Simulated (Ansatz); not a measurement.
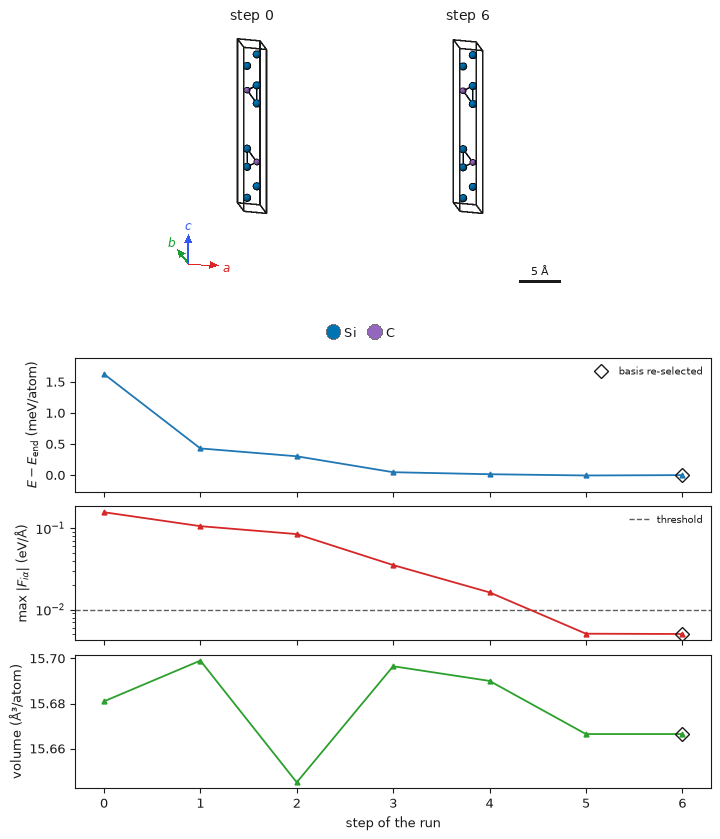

First and last geometry of a relaxation of solid Si$_{4}$C (a generated structure, set up in P-3m1), with the history of the run. A ball-and-stick model of the cell of the calculation, seen from a free direction.

Theory: DFT PBE, scalar-relativistic, plane waves, PAW in Ansatz. (plane-wave cutoff 420 eV; k-point mesh 18 × 18 × 2; occupations gaussian; smearing width 0.1 eV; no spin polarisation; cell and atoms relaxed; force threshold 0.01 eV/Å; at most 80 steps)

Did the run converge, and what did it change?

Answer. It converged. The energy falls by 1.6 meV per atom in 5 accepted moves (6 points after the start). Largest force component: 0.16 eV/Å at the start, 0.005 eV/Å at the end. The pressure goes from 0.02 to 0.00 GPa. The SCF was repeated once at an unchanged geometry on a basis and grid sized afresh for the cell, which shifted the energy by less than 0.05 meV per atom at most. The largest moves relative to the cell, 0.061 Å, are those of Si atoms. By element the largest moves are Si 0.061 Å, C 0.013 Å. The volume changes by −0.1 %, with a = b 2.871 → 2.879 Å (+0.3 %), c 21.970 → 21.821 Å (−0.7 %). Some distances before and after: C–Si 2.001 → 2.009 Å. The space group stays P-3m1 (No. 164).

```csv
step,"E − E(0), meV/atom","largest force component, eV/Å","pressure, GPa","volume, Å³/atom",note
0,0.00,0.1579,0.02,15.681,
1,-1.20,0.1064,0.01,15.699,
2,-1.32,0.0850,0.17,15.645,
3,-1.58,0.0354,-0.08,15.697,
4,-1.61,0.0163,-0.03,15.690,
5,-1.63,0.0051,0.00,15.666,
6,-1.63,0.0050,0.00,15.666,"same geometry, new basis"
```
